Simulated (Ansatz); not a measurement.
## Geometry relaxation of Ni (part 3 of 3)

Ni (2 atoms in the cell); DFT, PBE, PAW with Ansatz's default frozen-core files, scalar-relativistic, spin-polarised (Ansatz 0.2.0); cutoff 420 eV, 14×14×14 k-mesh, Fermi–Dirac smearing of 0.1 eV, collinear spins. The structure was built on a prototype by a generator; it need not be a known phase. Its volume is 1.10 times that of the source entry. It belongs to a series of runs on one base structure; here: diamond relaxed under pressure, PAW files.

Geometry of the input (Å; fractional positions):
```
0.0000  2.2871  2.2871
2.2871  0.0000  2.2871
2.2871  2.2871  0.0000
Ni -0.1250  -0.1250  -0.1250
Ni 0.1250  0.1250  0.1250
```

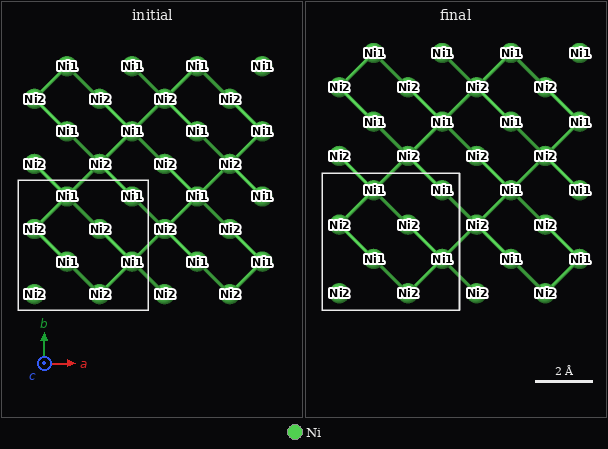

**Figure 1.** Before (left) and after (right) the relaxation, at one scale (ball-and-stick view of the cell 4 times as large as that of the calculation, set on its symmetry axes, repeated 2 × 2 × 1, along the c axis). After 4 geometry steps the energy has fallen by 533 meV per atom. All forces vanish by symmetry, so only the cell relaxes. The pressure goes from 65.01 to 23.03 GPa. 1 further SCF at an unchanged geometry re-selected the plane-wave basis for the new cell. No atom moves by more than 0.005 Å relative to the cell. Cell: a = b = c 4.574 → 4.823 Å (+5.4 %). Volume +17.3 %. Among the contacts that change: Ni1–Ni2 1.981 → 2.089 Å. The space group stays Fd-3m (No. 227). The energy change given includes the shifts at the re-selections in mid-walk, which come without any move. A last SCF at the same geometry on a re-selected plane-wave basis shifts the energy by next to nothing (0.0 meV per atom). (Atoms are counted from 1 in the order of the input.)

```
basis re-selected at this cell: Δ(F+E_penalty+E_count) = -3.312e-5 eV, ΔP = -0.005 GPa vs the last step (what re-selecting the basis moved, of the pressure what is left beyond the Pulay correction that the steps carried, after the strain that the cell walked since its last selection, with what the two solves' SCF thresholds leave and, on support functions, any second-order correction that the steps lacked; it is no measure of the basis error at this ecutwfc). This SCF's stress stands 2.53e-2 GPa from its target on what of the cell is left free (relax.cell.stress_tol is 3.00e-2 GPa) and its largest allowed force component is 1.67e-16 eV/Å (relax.f_tol is 5.00e-3 eV/Å): within both
SCF converged after 8 iterations
Magnetization: 1.5574 μB (18.7787 up, 17.2213 down)
Absolute magnetization: 1.7064 μB (∫|ρ↑−ρ↓|, with the PAW one-centre terms)
Spin contamination: 0.0163 ħ² per cell (⟨S²⟩ above its minimum at these occupations)
Per-site moments (μB) at R_I (Å): [(0.803021892617606, 0.8615447558280905), (0.803021892617606, 0.8615447558280905)]
Free energy (F): -11676.774350 eV
Harris-Foulkes:  -11676.774350 eV  (|F-HF|=0.00e0)
Internal energy: -11676.683312 eV  (E = F + TS)
E sigma→0 (E₀):  -11676.728831 eV
Entropy (-TS):   -0.091038 eV (-45.519 meV/atom)
Fermi energy:    13.246206 eV
--- Per-component energies (eV) ---
  E_band       = -756.317376
  E_kinetic    = 567.717661
  E_local      = -8431.814239  (includes V_loc(G=0)·N_el)
  E_nonlocal   = 1277.085081
  E_hartree    = 3552.801796
  E_xc         = -168.431999
  E_vxc        = -217.064898  (∫ρ·V_xc dr)
  E_paw        = -3263.604393  (= ΣΔE_a)
  E_vpaw       = -1057.845532  (= ΣTr[D̂ρ^β])
  E_aug_tail   = 0.000986  (compensation charges beyond the density's cutoff)
  E_ewald      = -5210.438203
  E_smearing   = -0.091038  (= −TS)
  E_closure    = -0.000000  (closes the sum)
  Σ components = -11676.774350   (vs F -11676.774350, Δ=0.00e0)
--- Forces (eV/Å), atoms counted from 1 ---
  atom   1  Ni    -0.00000000    -0.00000000    -0.00000000
  atom   2  Ni     0.00000000     0.00000000     0.00000000
  max |Σ_I F_I| component: 6.48e-17 eV/Å
--- Stress (GPa, compression-positive) ---
       23.025291       0.000000       0.000000
        0.000000      23.025291       0.000000
        0.000000       0.000000      23.025291
  P = ⅓ Tr σ = 23.0253 GPa (230.253 kbar)
--- Band table (eV; the first three rows and the last of 208) ---
  k-point 0 ↑: bands = ["-90.8830", "-90.7026", "-51.3663", "-51.3663", "-51.3663", "-51.0239", "-51.0239", "-51.0239", "5.7198", "9.4362", "9.4362", "9.5546", "9.5546", "9.5546", "11.3052", "11.3052", "11.3052", "12.5252", "12.5252", "26.4173", "26.4173", "26.4173", "26.7510"]
  k-point 1 ↑: bands = ["-90.8813", "-90.7043", "-51.3682", "-51.3682", "-51.3657", "-51.0248", "-51.0220", "-51.0220", "5.8236", "9.3624", "9.3624", "9.5595", "9.6508", "9.6508", "11.2678", "11.2996", "11.2996", "12.5252", "12.5252", "24.3401", "25.6331", "25.6331", "27.6316"]
  k-point 2 ↑: bands = ["-90.8764", "-90.7092", "-51.3735", "-51.3735", "-51.3639", "-51.0273", "-51.0169", "-51.0169", "6.1302", "9.2866", "9.2866", "9.5774", "9.7823", "9.7823", "11.1619", "11.2947", "11.2947", "12.5222", "12.5222", "22.0182", "24.8200", "24.8200", "27.4391"]
  k-point 103 ↓: bands = ["-89.7806", "-89.7806", "-50.4622", "-50.4622", "-50.2137", "-50.2137", "-49.9635", "-49.9635", "9.4899", "9.4899", "10.5486", "10.5486", "11.1241", "11.1241", "11.5605", "11.5605", "13.6298", "13.6298", "15.3272", "15.3272", "16.2702", "16.2702", "27.6964"]
--- Relaxed structure (5 steps of the walk, 5 accepted, 2 SCFs on fresh bases) ---
  F+E_penalty+E_count = -11676.77434982 eV   max|allowed force component| = 1.665e-16 eV/Å   (the final SCF, on the basis selected at the relaxed cell)
  cell:  # Å, volume = 28.0543 Å³
    - [2.057256458281594e-33, 2.411699862769739, 2.411699862769739]
    - [2.411699862769739, 1.5540884700331544e-33, 2.411699862769739]
    - [2.411699862769739, 2.411699862769739, 2.1846407591039838e-33]
  atoms:
    - { symbol: Ni, position: [-0.125, -0.125, -0.125] }
    - { symbol: Ni, position: [0.125, 0.125, 0.125] }
```

### File rho_z.tsv
```
# z_ang	rho[e/angstrom^3]	rho_spin[e/angstrom^3]
# format = ansatz-planar-average/11
# lattice	0.000000000	2.411699863	2.411699863
# lattice	2.411699863	0.000000000	2.411699863
# lattice	2.411699863	2.411699863	0.000000000
# sites	2
# site	28	-0.602924966	-0.602924966	-0.602924966
# site	28	0.602924966	0.602924966	0.602924966
0.000000	2.089626e0	8.877574e-2
0.142111	2.243767e0	9.912506e-2
0.284222	2.542136e0	1.197763e-1
0.426332	2.635938e0	1.286734e-1
0.568443	2.319920e0	1.131695e-1
0.710554	1.715800e0	8.108989e-2
0.852665	1.103730e0	4.886020e-2
0.994775	6.610794e-1	2.565671e-2
1.136886	4.016209e-1	1.139261e-2
1.278997	2.667393e-1	2.918732e-3
1.421108	2.026904e-1	-1.948844e-3
1.563219	1.760246e-1	-4.380797e-3
1.705329	1.688755e-1	-5.109392e-3
1.847440	1.760246e-1	-4.380797e-3
1.989551	2.026904e-1	-1.948844e-3
2.131662	2.667393e-1	2.918732e-3
2.273772	4.016209e-1	1.139261e-2
2.415883	6.610794e-1	2.565671e-2
2.557994	1.103730e0	4.886020e-2
2.700105	1.715800e0	8.108989e-2
2.842216	2.319920e0	1.131695e-1
2.984326	2.635938e0	1.286734e-1
3.126437	2.542136e0	1.197763e-1
3.268548	2.243767e0	9.912506e-2
```

### Trajectory as extended XYZ (Å, eV, eV/Å), 7 frames, from step=1 to step=7
```
2
Lattice="0.0000 2.2871 2.2871 2.2871 0.0000 2.2871 2.2871 2.2871 0.0000" Properties=species:S:1:pos:R:3:forces:R:3 step=1 energy=-11675.70893 pressure_GPa=65.01
Ni   -0.5718   -0.5718   -0.5718    0.0000   0.0000   0.0000
Ni    0.5718    0.5718    0.5718    0.0000   0.0000   0.0000
2
Lattice="0.0000 2.4006 2.4006 2.4006 0.0000 2.4006 2.4006 2.4006 0.0000" Properties=species:S:1:pos:R:3:forces:R:3 step=2 energy=-11676.71087 pressure_GPa=25.35
Ni   -0.6002   -0.6002   -0.6002    0.0000   0.0000   0.0000
Ni    0.6002    0.6002    0.6002    0.0000   0.0000   0.0000
2
Lattice="0.0000 2.4081 2.4081 2.4081 0.0000 2.4081 2.4081 2.4081 0.0000" Properties=species:S:1:pos:R:3:forces:R:3 step=3 energy=-11676.75014 pressure_GPa=23.43
Ni   -0.6020   -0.6020   -0.6020    0.0000   0.0000   0.0000
Ni    0.6020    0.6020    0.6020    0.0000   0.0000   0.0000
2
Lattice="0.0000 2.4098 2.4098 2.4098 0.0000 2.4098 2.4098 2.4098 0.0000" Properties=species:S:1:pos:R:3:forces:R:3 step=4 energy=-11676.75869 pressure_GPa=23.01
Ni   -0.6025   -0.6025   -0.6025    0.0000   0.0000   0.0000
Ni    0.6025    0.6025    0.6025    0.0000   0.0000   0.0000
2
Lattice="0.0000 2.4098 2.4098 2.4098 0.0000 2.4098 2.4098 2.4098 0.0000" Properties=species:S:1:pos:R:3:forces:R:3 step=5 energy=-11676.76475 pressure_GPa=23.48
Ni   -0.6025   -0.6025   -0.6025    0.0000   0.0000   0.0000
Ni    0.6025    0.6025    0.6025    0.0000   0.0000   0.0000
2
Lattice="0.0000 2.4117 2.4117 2.4117 0.0000 2.4117 2.4117 2.4117 0.0000" Properties=species:S:1:pos:R:3:forces:R:3 step=6 energy=-11676.77432 pressure_GPa=23.03
Ni   -0.6029   -0.6029   -0.6029    0.0000   0.0000   0.0000
Ni    0.6029    0.6029    0.6029    0.0000   0.0000   0.0000
2
Lattice="0.0000 2.4117 2.4117 2.4117 0.0000 2.4117 2.4117 2.4117 0.0000" Properties=species:S:1:pos:R:3:forces:R:3 step=7 energy=-11676.77435 pressure_GPa=23.03
Ni   -0.6029   -0.6029   -0.6029    0.0000   0.0000   0.0000
Ni    0.6029    0.6029    0.6029    0.0000   0.0000   0.0000
```

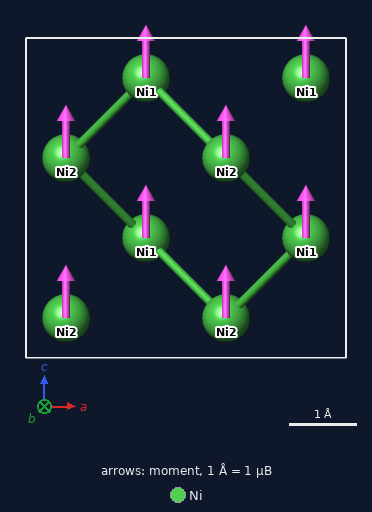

**Figure 2.** Magnetic moments of the sites as pink arrows (ball-and-stick view of the cell 4 times as large as that of the calculation, set on its symmetry axes, along the b axis; atoms are numbered from 1 in the order of the input); small moments hardly show. The run is collinear, so the axis drawn is arbitrary. Site moments: Ni1, Ni2 (0.80 μB). They are counted near the atoms and needn't add up to the moment of the cell.

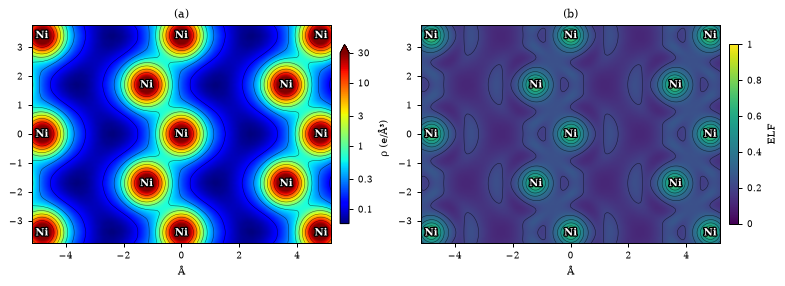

**Figure 3.** (a) valence charge density (pseudo); (b) electron localisation function on the (101) plane of the conventional cell. The plane passes through Ni nuclei. Ni–Ni (2.09 Å): the density is about 0.67 e/Å³ at the midpoint; the ELF is about 0.25 at the midpoint; no shared electron pair. Away from the nuclei the density in this plane falls to 0.06 e/Å³ at its lowest. The strong features right at Ni lie inside the PAW spheres (semicore, d or f shells) and say nothing about bonding. The fields are those of the smooth PAW valence density.

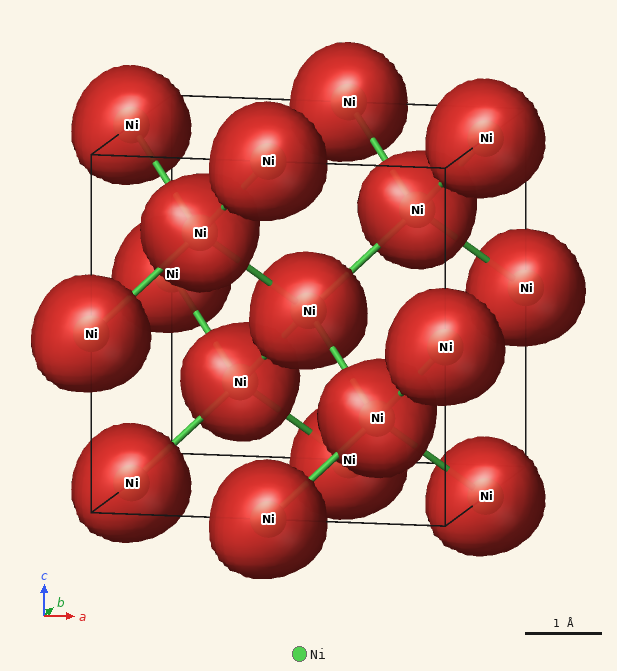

**Figure 4.** Isosurface of the spin density at +0.05 e/Å³ (red), seen slightly off an axis. Sticks mark near contacts. The outline is the cell set on symmetry axes. The cell of the calculation (2 atoms) carries 1.6 μB net.

### Results in brief

| quantity | value |
| --- | --- |
| outcome | converged |
| space group (tolerance 0.01 Å) | Fd-3m (227) |
| electrons treated | 36 |
| free energy | −11676.7743 eV |
| Fermi energy | 13.246 eV |
| net moment of the cell | 1.56 μB |
| integrated absolute moment | 1.71 μB |
| pressure | 23.03 GPa |
| final volume | 28.05 Å³ |
| largest force (length of the vector) at the end | under 0.001 eV/Å |
| final cell | a = 3.411 Å, b = 3.411 Å, c = 3.411 Å, α = 60.00°, β = 60.00°, γ = 60.00° |
| wall time | 39 s (CPU time 75 s) |
| peak memory | 0.39 GiB |

### Remarks

The cell was relaxed to the target pressure of the input; what is minimised is then the enthalpy E + pV.
